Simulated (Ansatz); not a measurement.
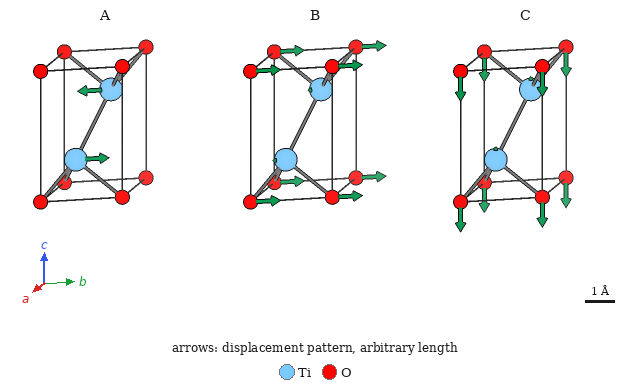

Modes of crystalline Ti₂O, space group P-3m1 (No. 164), at the zone centre (one member of each degenerate set). Displacements are drawn as green arrows; their common scale and sign are arbitrary. The picture is a ball-and-stick view of the cell of the calculation, seen slightly off an axis.

Level of theory: DFT PBEsol, scalar-relativistic, plane waves, PAW (Ansatz 0.2.0).

The frequencies depend somewhat on the k-mesh and the smearing.

Q: Which are infrared-active and which Raman-active?

A: A is E_g, Raman-active by symmetry (159 cm⁻¹). B is E_u, infrared-active by symmetry (444 cm⁻¹). C is A₂u, infrared-active by symmetry (504 cm⁻¹). The crystal has a centre of inversion, so no mode is both. In a metal the free carriers screen the infrared response.
